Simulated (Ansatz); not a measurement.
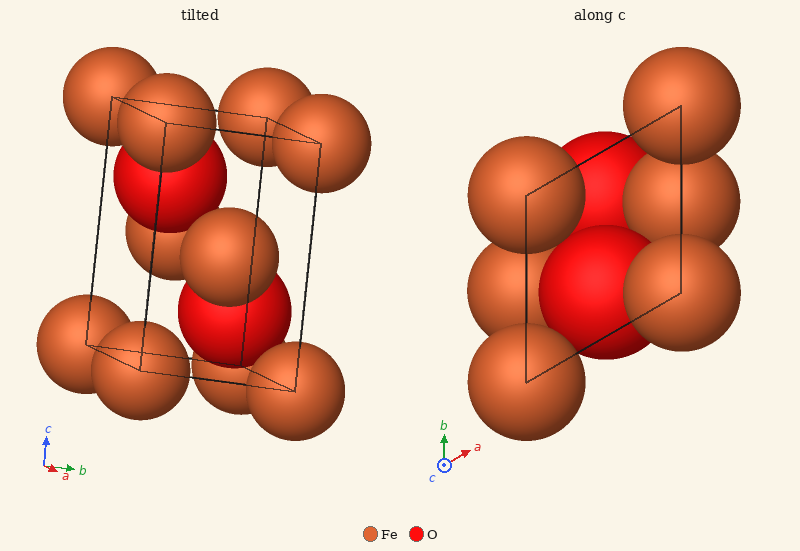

The structure above is drawn in space-filling style and viewed slightly off an axis and along the c axis. The unit cell is outlined; an atom on or near a face, edge or corner is repeated at each equivalent position. Cell: a = 3.07 Å, b = 3.08 Å, c = 5.37 Å, α = 88.07°, β = 74.05°, γ = 60.77°.

The model is a known structure type with the cell strained and the atoms shaken on purpose; its atoms and cell weren't optimised. A calculation with Ansatz used it as input.

Summary of the structure:

Answer. Its composition is FeO. Space group: P1, with no symmetry beyond the lattice. It is a distorted form of a face-centred cubic structure, space group Fm-3m (No. 225) within 0.25 Å: rock salt (NaCl type). Cell content 2 Fe, 2 O; Z = 2. Fe is linked to six O in a distorted octahedral arrangement at about 2.1 to 2.3 Å. O is linked to six Fe in a distorted octahedral arrangement at about 2.1 to 2.3 Å.

Computational set-up: Ansatz 0.2.0, DFT, PAW plane waves, PBEsol, spin-orbit, a 420 eV plane-wave basis, k-points about 0.36 Å⁻¹ apart, Fermi-Dirac smearing of 0.042 eV, spinor wavefunctions.

Which atoms carry magnetic moments in this run, and how do they order?

Answer. The state reached is non-collinear with a net moment. Sizes: Fe 3.4 μB; net moment 6.5 μB in the run's cell of 4 atoms.

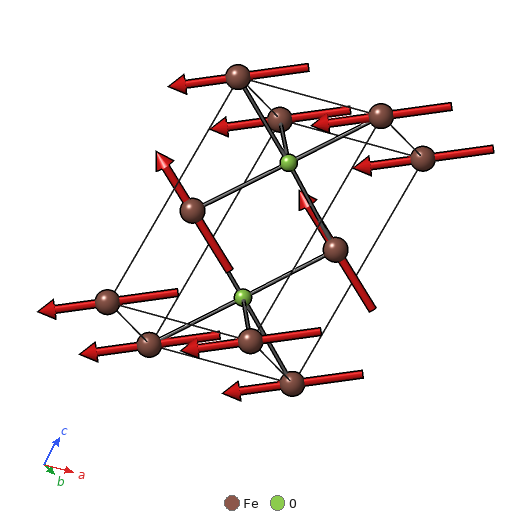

Site moments above 0.25 μB as arrows, small induced ones on non-metal atoms left out (red along the largest or up, blue against, purple across). The run's cell of 4 atoms is drawn in a reduced setting, so axes and origin can differ from the first picture.

Metal or not?

Answer. A metal: bands cross the Fermi level.

What are the atomic charges by Bader's partition?

Answer. Fe +1.31 e; O -1.31 e.

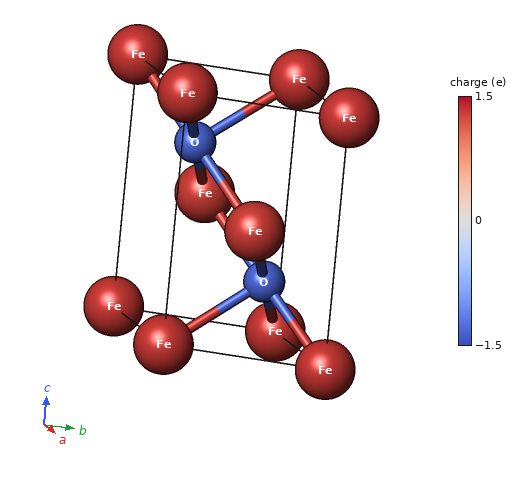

The atoms coloured by those charges. The run's cell of 4 atoms is drawn in a reduced setting, so axes and origin can differ from the first picture.

Is the structure relaxed at this level of theory?

Answer. No. The largest force is 0.14 eV/Å, on O. The pressure is -17.0 GPa, so the cell would contract.
